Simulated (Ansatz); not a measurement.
**Run report: Ge₅H₂, geometry relaxation (part 1 of 3)**

Ge₅H₂ (slab, 28 atoms in the cell), computed with DFT LDA, scalar-relativistic, plane waves, PAW, no spin polarisation (Ansatz 0.2.0).

The structure derives from an entry of the Crystallography Open Database. The input holds or restrains some coordinates. Forces given for the steps count only the free coordinates.

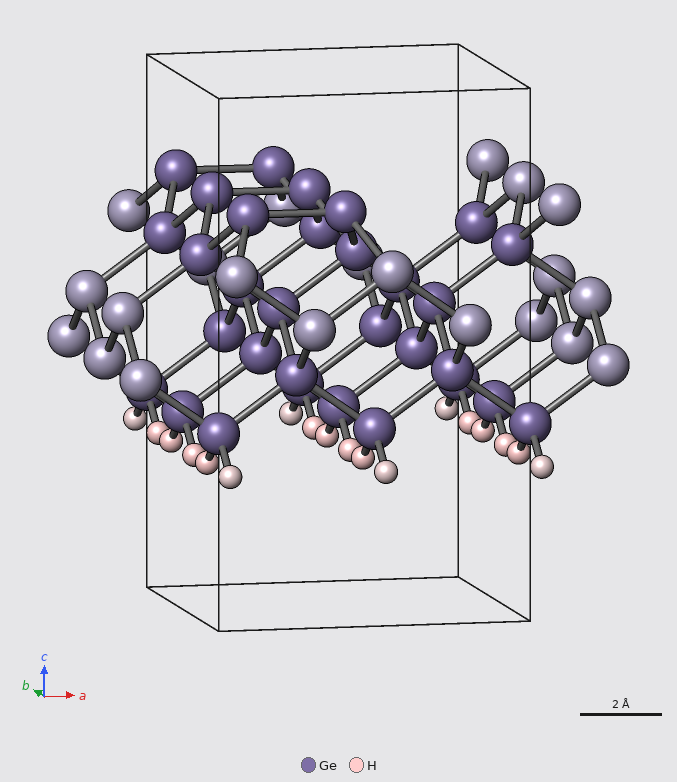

Fig. 1: The structure as given in the input (ball-and-stick view of the cell of the calculation, with the vacuum cut short, seen slightly off an axis; neighbours outside the cell are drawn fainter). An atom can appear more than once, as a periodic image.

### Input file
```yaml
crystal:
  lattice:
    - [7.9504584305, 0.0, 0.0]
    - [0.0, 7.9504584305, 0.0]
    - [0.0, 0.0, 19.3782629924]
  atoms:
    - { symbol: Ge, position: [0.5, 0.5, 0.253192968] }
    - { symbol: Ge, position: [0.5, 0.0, 0.253192968] }
    - { symbol: Ge, position: [0.0, 0.5, 0.253192968] }
    - { symbol: Ge, position: [0.0, 0.0, 0.253192968] }
    - { symbol: Ge, position: [0.75, 0.5, 0.325720406] }
    - { symbol: Ge, position: [0.75, 0.0, 0.325720406] }
    - { symbol: Ge, position: [0.25, 0.5, 0.325720406] }
    - { symbol: Ge, position: [0.25, 0.0, 0.325720406] }
    - { symbol: Ge, position: [0.75, 0.75, 0.398247844] }
    - { symbol: Ge, position: [0.75, 0.25, 0.398247844] }
    - { symbol: Ge, position: [0.25, 0.75, 0.398247844] }
    - { symbol: Ge, position: [0.25, 0.25, 0.398247844] }
    - { symbol: Ge, position: [0.0, 0.75, 0.470775282] }
    - { symbol: Ge, position: [0.0, 0.25, 0.470775282] }
    - { symbol: Ge, position: [0.5, 0.75, 0.470775282] }
    - { symbol: Ge, position: [0.5, 0.25, 0.470775282] }
    - { symbol: Ge, position: [0.0940341509, 0.0, 0.5355620881] }
    - { symbol: Ge, position: [0.0940341509, 0.5, 0.5355620881] }
    - { symbol: Ge, position: [0.4059658491, 0.0, 0.5355620881] }
    - { symbol: Ge, position: [0.4059658491, 0.5, 0.5355620881] }
    - { symbol: H, position: [0.5, 0.6612359392, 0.2064168497] }
    - { symbol: H, position: [0.5, 0.3387640608, 0.2064168497] }
    - { symbol: H, position: [0.5, 0.1612359392, 0.2064168497] }
    - { symbol: H, position: [0.5, -0.1612359392, 0.2064168497] }
    - { symbol: H, position: [0.0, 0.3387640608, 0.2064168497] }
    - { symbol: H, position: [0.0, 0.6612359392, 0.2064168497] }
    - { symbol: H, position: [0.0, -0.1612359392, 0.2064168497] }
    - { symbol: H, position: [0.0, 0.1612359392, 0.2064168497] }
basis:
  ecutwfc: 420
kpoints:
  mp_grid: { grid: [3, 3, 1] }
hamiltonian:
  xc: lda
scf:
  occupations: { method: gaussian, width: 0.05 }
output:
  forces: true
  eigenvalues: true
  write_density: true
  write_potential: true
  elf: true
  volumetric_format: npy
relax:
  adjacent_minimum: "off"
  f_tol: 0.03
  max_steps: 40
  constraints: [{ sites: [0, 1, 2, 3, 4, 5, 6, 7] }]
efield:
  axis: 3
  dipole_correction: true
  ramp_width: 0.04
```

Run on 4 threads of Intel Xeon (Granite Rapids), 16 GiB of memory available, shared host.

Command:
```bash
ansatz run input.yaml --threads 4 --pin off --max-ram 12288MiB --backend cpu --events-out ev --progress --plain --runs-dir out
```

### Output
```
Engine: ansatz 0.2.0, x86_64-unknown-linux-gnu
Pseudopotentials: kind: paw
Pseudopotential: Ge, paw, valence charge 14, recommended cutoff 420 eV (normal), Ge.paw.azcp
Pseudopotential: H, paw, valence charge 1, recommended cutoff 420 eV (normal), H.paw.azcp
Functional definition: SPW92
  exchange = slater_x
  correlation = pw_c
Crystal: 28 atoms, lattice volume = 1224.896 Å³
Basis set: ecut = 420 eV, 23905 PW (Γ)
Bands: 173, of which v1, the nominal top of the filled ones, is band 144 counted from 1 (143 counted from 0)
Symmetry: 8 space group operations
Space group: Pmm2 (ITA 25), of the structure as read, at distance tolerance 1.1e-4 Å
k-points: 4 of 9
Non-local potential: Ge, projectors of the file, l = 0: 2, l = 1: 2, l = 2: 3, l = 3: 1
Non-local potential: H, projectors of the file, l = 0: 2, l = 1: 1
PAW form: soft (Blöchl's): semilocal exchange-correlation on the pseudo side does not see the compensation charge
PAW frozen core: Ge, regenerated for the run's functional, and the local potential with it (the file was generated under x = pbe(κ = 0.804, μ = 0.2195149727645171), c = pbe(β = 0.06672455060314922))
PAW one-centre angular grid: Ge, 590 points (default); XC on 64 Gauss nodes
PAW one-centre angular grid: H, 110 points (default); XC on 64 Gauss nodes
Initial density: superposition of atomic densities (neutral atoms: chi_scale 0, normalization atom), corrected by the library's trained network
Initial wavefunctions: pseudopotential atomic-orbital guess
Functional: x = slater, c = lda
SCF iter   1: F=—  HF=-84431.113334 eV  |F-HF|=—  |Δ(HF+E_count)|=         —  Δρ=4.60e-3  dr2=5.52e-1  ethr=1.77e-3  p=-0.170 e·Å  D=-2.51e-2 V/Å  ΔV_dip=0.49 eV  dr2_dipole=1.05e-1  V_vac-E_F(+/−)=5.01/4.52 eV  ⟨swp⟩=5.5  Hψ=2442  notcnv=0  defer=51
efield: sawtooth ramp at fractional position 0.8510 (placed from the atoms, in the widest stretch of the axis that holds none; the zero of the levels goes with the place), width 0.0400; the density the first Hamiltonian is built on has a dipole p = -0.170 e·Å; the dipole correction subtracts the counter field D = -2.51e-2 V/Å, which shifts the + side's vacuum level by +0.49 eV against the − side's; the planar-averaged density in the ramp window peaks in size at 7.6e-5 e/Å³
preconditioner: auto → LDOS  [insulator: Δε(μ)=0.087 eV  Ē_g=21.752 eV  σ=0.050 eV  W_gap=0.78  n_scr=200 (ndim 8)  ℏωp=18.0 eV  f_vac=0.567  D(μ)=9.41/eV (n_scr^D=38)  ε∞_Penn≈1.7  β→1.0]
SCF iter   2: F=—  HF=-84431.046892 eV  |F-HF|=—  |Δ(HF+E_count)|=   6.64e-2  Δρ=2.22e-3  dr2=1.43e-1  ethr=1.92e-4  p=-0.178 e·Å  D=-2.62e-2 V/Å  ΔV_dip=0.51 eV  dr2_dipole=8.25e-3  V_vac-E_F(+/−)=4.97/4.46 eV  ⟨swp⟩=3.0  Hψ=997  notcnv=0  defer=92
SCF iter   3: F=—  HF=-84431.006176 eV  |F-HF|=—  |Δ(HF+E_count)|=   4.07e-2  Δρ=6.87e-4  dr2=3.96e-2  ethr=4.97e-5  p=-0.134 e·Å  D=-1.98e-2 V/Å  ΔV_dip=0.38 eV  dr2_dipole=1.30e-2  V_vac-E_F(+/−)=4.97/4.58 eV  ⟨swp⟩=3.2  Hψ=1348  notcnv=0  defer=92
SCF iter   4: F=—  HF=-84431.002221 eV  |F-HF|=—  |Δ(HF+E_count)|=   3.95e-3  Δρ=4.14e-4  dr2=1.17e-2  ethr=1.38e-5  p=-0.121 e·Å  D=-1.79e-2 V/Å  ΔV_dip=0.35 eV  dr2_dipole=3.24e-3  V_vac-E_F(+/−)=4.94/4.59 eV  ⟨swp⟩=2.8  Hψ=1113  notcnv=0  defer=92
SCF iter   5: F=—  HF=-84431.000832 eV  |F-HF|=—  |Δ(HF+E_count)|=   1.39e-3  Δρ=2.12e-4  dr2=2.51e-3  ethr=4.06e-6  p=-0.111 e·Å  D=-1.65e-2 V/Å  ΔV_dip=0.32 eV  dr2_dipole=6.83e-4  V_vac-E_F(+/−)=4.92/4.60 eV  ⟨swp⟩=3.0  Hψ=1258  notcnv=0  defer=92
SCF iter   6: F=—  HF=-84431.000476 eV  |F-HF|=—  |Δ(HF+E_count)|=   3.56e-4  Δρ=1.00e-4  dr2=4.33e-4  ethr=8.72e-7  p=-0.102 e·Å  D=-1.51e-2 V/Å  ΔV_dip=0.29 eV  dr2_dipole=2.41e-5  V_vac-E_F(+/−)=4.91/4.62 eV  ⟨swp⟩=3.0  Hψ=1159  notcnv=0  defer=92
SCF iter   7: F=—  HF=-84431.000404 eV  |F-HF|=—  |Δ(HF+E_count)|=   7.17e-5  Δρ=3.82e-5  dr2=4.06e-5  ethr=1.50e-7  p=-0.101 e·Å  D=-1.49e-2 V/Å  ΔV_dip=0.29 eV  dr2_dipole=7.69e-7  V_vac-E_F(+/−)=4.90/4.61 eV  ⟨swp⟩=2.0  Hψ=903  notcnv=0  defer=92
SCF iter   8: F=-84431.000397 eV  HF=-84431.000401 eV  |F-HF|=3.95e-6  |Δ(HF+E_count)|=   3.70e-6  Δρ=1.34e-5  dr2=4.61e-6  ethr=7.81e-9  p=-0.101 e·Å  D=-1.49e-2 V/Å  ΔV_dip=0.29 eV  dr2_dipole=4.91e-7  V_vac-E_F(+/−)=4.90/4.62 eV  ⟨swp⟩=18.5  Hψ=6952  notcnv=0
SCF 1 converged in 8 iterations: F = -84431.000397 eV  dr2 = 4.61e-6
  greatest PAW one-centre occupation: 0.998 electrons in one spin orbital (limit 2), on the Ge atom at site 11 (counted from 0), in its partial waves of l = 2
relax step   1: F+E_penalty+E_count = -84431.00039668 eV  Δ(F+E_penalty+E_count) = +0.000e0 eV  max|allowed force component| = 5.360e-1 eV/Å  Δτ_max = 0.0000 Å  (8 SCF iters, dr2 threshold 2.25e-5 eV, accepted)
Initial density: handed on by an earlier stage of this run
Initial wavefunctions: those handed on with the density
iter 1 solved again at ethr=4.59e-5 eV; its pass at ethr=3.10e-3 eV (dr2=1.32e-1 eV) is discarded
SCF iter   1: F=—  HF=-84431.297166 eV  |F-HF|=—  |Δ(HF+E_count)|=         —  Δρ=3.28e-3  dr2=1.33e-1  ethr=4.59e-5  p=-0.100 e·Å  D=-1.48e-2 V/Å  ΔV_dip=0.29 eV  dr2_dipole=1.62e-2  V_vac-E_F(+/−)=4.78/4.49 eV  ⟨swp⟩=1.5  Hψ=2025  notcnv=0  defer=93
efield: sawtooth ramp at fractional position 0.8510 (handed on by an earlier solve), width 0.0400; the density the first Hamiltonian is built on has a dipole p = -0.100 e·Å; the dipole correction subtracts the counter field D = -1.48e-2 V/Å, which shifts the + side's vacuum level by +0.29 eV against the − side's; the planar-averaged density in the ramp window peaks in size at 2.0e-5 e/Å³
preconditioner: auto → LDOS  [metal: Δε(μ)=0.046 eV  Ē_g=21.827 eV  σ=0.050 eV  W_gap=0.44  n_scr=200 (ndim 8)  ℏωp=18.0 eV  f_vac=0.568  D(μ)=8.29/eV (n_scr^D=26)  β→1.0]
SCF iter   2: F=—  HF=-84431.290297 eV  |F-HF|=—  |Δ(HF+E_count)|=   6.87e-3  Δρ=1.44e-3  dr2=9.25e-2  ethr=4.59e-5  p=-0.031 e·Å  D=-4.63e-3 V/Å  ΔV_dip=0.09 eV  dr2_dipole=3.84e-3  V_vac-E_F(+/−)=4.78/4.69 eV  ⟨swp⟩=3.2  Hψ=1309  notcnv=0  defer=93
SCF iter   3: F=—  HF=-84431.266137 eV  |F-HF|=—  |Δ(HF+E_count)|=   2.42e-2  Δρ=4.34e-4  dr2=7.58e-3  ethr=3.21e-5  p=-0.085 e·Å  D=-1.26e-2 V/Å  ΔV_dip=0.24 eV  dr2_dipole=1.01e-4  V_vac-E_F(+/−)=4.79/4.55 eV  ⟨swp⟩=2.2  Hψ=1015  notcnv=0  defer=93
SCF iter   4: F=—  HF=-84431.264403 eV  |F-HF|=—  |Δ(HF+E_count)|=   1.73e-3  Δρ=1.20e-4  dr2=5.50e-4  ethr=2.63e-6  p=-0.082 e·Å  D=-1.21e-2 V/Å  ΔV_dip=0.23 eV  dr2_dipole=1.76e-4  V_vac-E_F(+/−)=4.80/4.56 eV  ⟨swp⟩=2.2  Hψ=1093  notcnv=0  defer=93
SCF iter   5: F=—  HF=-84431.264335 eV  |F-HF|=—  |Δ(HF+E_count)|=   6.81e-5  Δρ=5.96e-5  dr2=1.63e-4  ethr=1.91e-7  p=-0.079 e·Å  D=-1.17e-2 V/Å  ΔV_dip=0.23 eV  dr2_dipole=1.43e-5  V_vac-E_F(+/−)=4.80/4.57 eV  ⟨swp⟩=2.0  Hψ=965  notcnv=0  defer=93
SCF iter   6: F=—  HF=-84431.264321 eV  |F-HF|=—  |Δ(HF+E_count)|=   1.34e-5  Δρ=3.48e-5  dr2=6.27e-5  ethr=5.65e-8  p=-0.081 e·Å  D=-1.19e-2 V/Å  ΔV_dip=0.23 eV  dr2_dipole=2.02e-5  V_vac-E_F(+/−)=4.80/4.57 eV  ⟨swp⟩=2.0  Hψ=717  notcnv=0  defer=93
SCF iter   7: F=-84431.264305 eV  HF=-84431.264312 eV  |F-HF|=7.37e-6  |Δ(HF+E_count)|=   9.05e-6  Δρ=1.19e-5  dr2=6.99e-6  ethr=6.24e-9  p=-0.080 e·Å  D=-1.18e-2 V/Å  ΔV_dip=0.23 eV  dr2_dipole=9.65e-7  V_vac-E_F(+/−)=4.80/4.57 eV  ⟨swp⟩=18.0  Hψ=5693  notcnv=0
SCF 2 converged in 7 iterations: F = -84431.264305 eV  dr2 = 6.99e-6
relax step   2: F+E_penalty+E_count = -84431.26430484 eV  Δ(F+E_penalty+E_count) = -2.639e-1 eV  max|allowed force component| = 1.313e-1 eV/Å  Δτ_max = 0.0996 Å  (7 SCF iters, dr2 threshold 1.80e-5 eV, accepted)
SCF iter   1: F=—  HF=-84431.282418 eV  |F-HF|=—  |Δ(HF+E_count)|=         —  Δρ=8.31e-4  dr2=8.20e-3  ethr=2.50e-5  p=-0.080 e·Å  D=-1.18e-2 V/Å  ΔV_dip=0.23 eV  dr2_dipole=6.38e-4  V_vac-E_F(+/−)=4.76/4.53 eV  ⟨swp⟩=2.2  Hψ=1067  notcnv=0  defer=93
efield: sawtooth ramp at fractional position 0.8510 (handed on by an earlier solve), width 0.0400; the density the first Hamiltonian is built on has a dipole p = -0.080 e·Å; the dipole correction subtracts the counter field D = -1.18e-2 V/Å, which shifts the + side's vacuum level by +0.23 eV against the − side's; the planar-averaged density in the ramp window peaks in size at 2.0e-5 e/Å³
preconditioner: auto → LDOS  [metal: Δε(μ)=0.041 eV  Ē_g=21.843 eV  σ=0.050 eV  W_gap=0.38  n_scr=200 (ndim 8)  ℏωp=18.0 eV  f_vac=0.570  D(μ)=8.36/eV (n_scr^D=26)  β→1.0]
SCF iter   2: F=—  HF=-84431.281708 eV  |F-HF|=—  |Δ(HF+E_count)|=   7.11e-4  Δρ=3.16e-4  dr2=4.98e-3  ethr=2.85e-6  p=-0.113 e·Å  D=-1.67e-2 V/Å  ΔV_dip=0.32 eV  dr2_dipole=8.59e-4  V_vac-E_F(+/−)=4.76/4.44 eV  ⟨swp⟩=2.5  Hψ=968  notcnv=0  defer=93
SCF iter   3: F=—  HF=-84431.280450 eV  |F-HF|=—  |Δ(HF+E_count)|=   1.26e-3  Δρ=9.17e-5  dr2=5.43e-4  ethr=1.73e-6  p=-0.093 e·Å  D=-1.37e-2 V/Å  ΔV_dip=0.27 eV  dr2_dipole=1.08e-4  V_vac-E_F(+/−)=4.77/4.50 eV  ⟨swp⟩=2.0  Hψ=769  notcnv=0  defer=93
SCF iter   4: F=—  HF=-84431.280571 eV  |F-HF|=—  |Δ(HF+E_count)|=   1.21e-4  Δρ=2.45e-5  dr2=1.30e-5  ethr=1.89e-7  p=-0.095 e·Å  D=-1.40e-2 V/Å  ΔV_dip=0.27 eV  dr2_dipole=1.17e-6  V_vac-E_F(+/−)=4.77/4.49 eV  ⟨swp⟩=2.0  Hψ=751  notcnv=0  defer=93
SCF iter   5: F=—  HF=-84431.280569 eV  |F-HF|=—  |Δ(HF+E_count)|=   2.19e-6  Δρ=7.02e-6  dr2=1.57e-6  ethr=4.50e-9  p=-0.095 e·Å  D=-1.41e-2 V/Å  ΔV_dip=0.27 eV  dr2_dipole=6.77e-9  V_vac-E_F(+/−)=4.77/4.49 eV  ⟨swp⟩=2.0  Hψ=974  notcnv=0  defer=93
SCF iter   6: F=-84431.280569 eV  HF=-84431.280569 eV  |F-HF|=1.26e-7  |Δ(HF+E_count)|=   2.65e-7  Δρ=2.74e-6  dr2=2.18e-7  ethr=3.74e-10  p=-0.095 e·Å  D=-1.41e-2 V/Å  ΔV_dip=0.27 eV  dr2_dipole=1.67e-9  V_vac-E_F(+/−)=4.77/4.49 eV  ⟨swp⟩=17.0  Hψ=5345  notcnv=0
SCF 3 converged in 6 iterations: F = -84431.280569 eV  dr2 = 2.18e-7
relax step   3: F+E_penalty+E_count = -84431.28056869 eV  Δ(F+E_penalty+E_count) = -1.626e-2 eV  max|allowed force component| = 3.376e-2 eV/Å  Δτ_max = 0.0239 Å  (6 SCF iters, dr2 threshold 1.08e-6 eV, accepted)
SCF iter   1: F=—  HF=-84431.280692 eV  |F-HF|=—  |Δ(HF+E_count)|=         —  Δρ=9.33e-5  dr2=7.31e-5  ethr=4.34e-7  p=-0.095 e·Å  D=-1.41e-2 V/Å  ΔV_dip=0.27 eV  dr2_dipole=1.36e-6  V_vac-E_F(+/−)=4.76/4.49 eV  ⟨swp⟩=2.0  Hψ=1026  notcnv=0  defer=84
efield: sawtooth ramp at fractional position 0.8510 (handed on by an earlier solve), width 0.0400; the density the first Hamiltonian is built on has a dipole p = -0.095 e·Å; the dipole correction subtracts the counter field D = -1.41e-2 V/Å, which shifts the + side's vacuum level by +0.27 eV against the − side's; the planar-averaged density in the ramp window peaks in size at 1.9e-5 e/Å³
preconditioner: auto → LDOS  [metal: Δε(μ)=0.046 eV  Ē_g=21.834 eV  σ=0.050 eV  W_gap=0.43  n_scr=200 (ndim 8)  ℏωp=18.0 eV  f_vac=0.569  D(μ)=8.16/eV (n_scr^D=26)  β→1.0]
SCF iter   2: F=—  HF=-84431.280914 eV  |F-HF|=—  |Δ(HF+E_count)|=   2.22e-4  Δρ=2.80e-5  dr2=3.74e-5  ethr=2.54e-8  p=-0.094 e·Å  D=-1.39e-2 V/Å  ΔV_dip=0.27 eV  dr2_dipole=7.83e-6  V_vac-E_F(+/−)=4.76/4.50 eV  ⟨swp⟩=3.0  Hψ=1462  notcnv=0  defer=84
SCF iter   3: F=—  HF=-84431.280906 eV  |F-HF|=—  |Δ(HF+E_count)|=   7.57e-6  Δρ=9.71e-6  dr2=4.84e-6  ethr=1.30e-8  p=-0.095 e·Å  D=-1.41e-2 V/Å  ΔV_dip=0.27 eV  dr2_dipole=3.41e-7  V_vac-E_F(+/−)=4.76/4.49 eV  ⟨swp⟩=2.2  Hψ=923  notcnv=0  defer=84
SCF iter   4: F=—  HF=-84431.280906 eV  |F-HF|=—  |Δ(HF+E_count)|=   9.30e-7  Δρ=2.68e-6  dr2=3.67e-7  ethr=1.68e-9  p=-0.095 e·Å  D=-1.40e-2 V/Å  ΔV_dip=0.27 eV  dr2_dipole=4.30e-8  V_vac-E_F(+/−)=4.76/4.49 eV  ⟨swp⟩=2.0  Hψ=759  notcnv=0  defer=84
SCF iter   5: F=-84431.280905 eV  HF=-84431.280906 eV  |F-HF|=8.66e-8  |Δ(HF+E_count)|=   4.75e-8  Δρ=1.32e-6  dr2=8.72e-8  ethr=3.47e-11  p=-0.095 e·Å  D=-1.40e-2 V/Å  ΔV_dip=0.27 eV  dr2_dipole=1.65e-8  V_vac-E_F(+/−)=4.77/4.49 eV  ⟨swp⟩=13.8  Hψ=4807  notcnv=0
SCF 4 converged in 5 iterations: F = -84431.280905 eV  dr2 = 8.72e-8
relax step   4: F+E_penalty+E_count = -84431.28090543 eV  Δ(F+E_penalty+E_count) = -3.367e-4 eV  max|allowed force component| = 3.588e-3 eV/Å  Δτ_max = 0.0035 Å  (5 SCF iters, accepted)
```

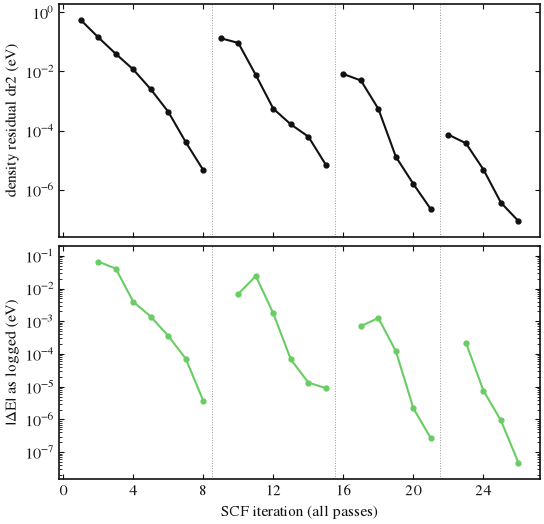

Fig. 2: Convergence of the self-consistent field: density residual dr2 and size of the energy change against the SCF iteration. The dotted lines part the SCF passes of the relaxation: geometry steps, rejected trials and re-solves on a re-selected basis. The passes take 8, 7, 6 and 5 iterations.

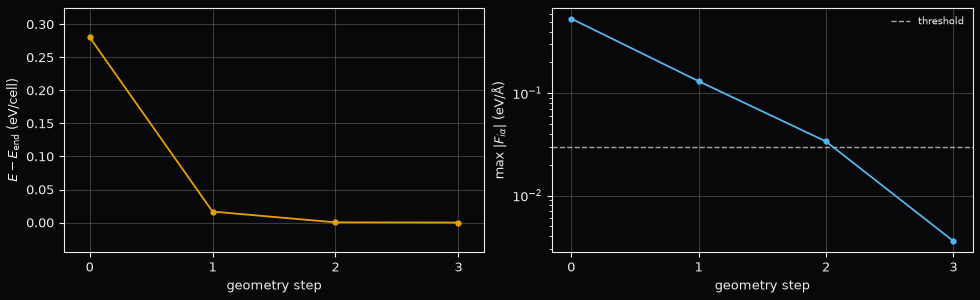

Fig. 3: Progress of the restrained relaxation, step by step (the first geometry is step 0 here and step 1 in the log).
